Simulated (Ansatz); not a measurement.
System: zincblende CuI, space group F-43m, 2 atoms in the primitive cell, relaxed with r2SCAN.

```xyz
2
Lattice="0.0000 3.0120 3.0120 3.0120 0.0000 3.0120 3.0120 3.0120 0.0000" Properties=species:S:1:pos:R:3 pbc="T T T"
Cu    1.5060    1.5060    1.5060
I     0.0000    0.0000    0.0000
```

Ansatz; PBE, Ansatz PAW set, no spin polarisation, no spin-orbit coupling, 8×8×8 k mesh, 420 eV cutoff, Fermi-Dirac smearing of 0.02 eV.

What does the calculation give for the electronic structure? The path is Γ–X–U|K–Γ–L–W–X.

A semiconductor. The gap along this path is 1.17 eV and direct: both edges lie at Γ. Three bands meet at the valence-band top at Γ: it is triply degenerate (spin aside). The direct gaps are 2.90 eV at L, 4.23 eV at X and 1.17 eV at Γ. Within the window shown, the tallest peak of the filled states lies 1.9 eV under the valence-band top, at about 9.2 states per eV and cell.

Spin-orbit coupling is left out, which matters for I. LDA, GGA and most meta-GGA functionals understate gaps.

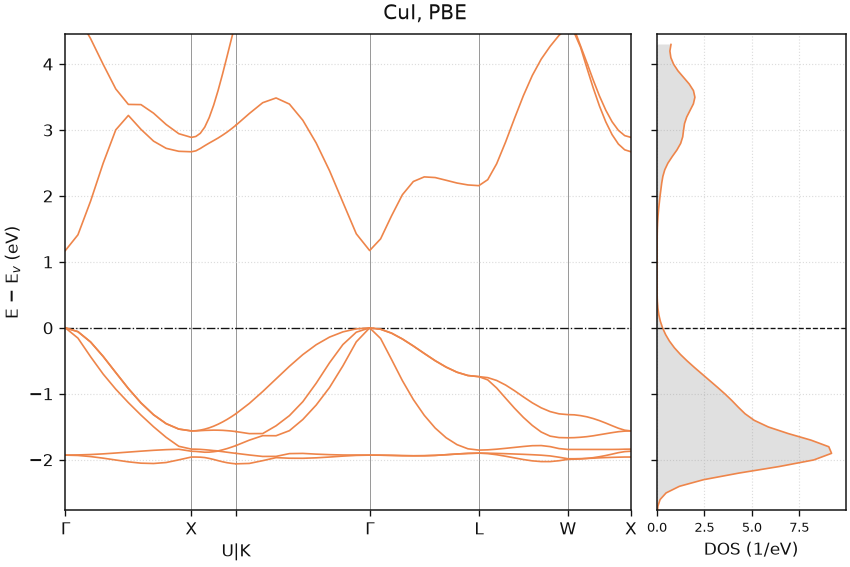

Band structure and density of states. Energies are counted from the top of the valence band. The DOS curve is built from the levels of the k mesh with Gaussians 0.55 eV wide, which also blur the band edges; ripples of that width can come from the mesh.
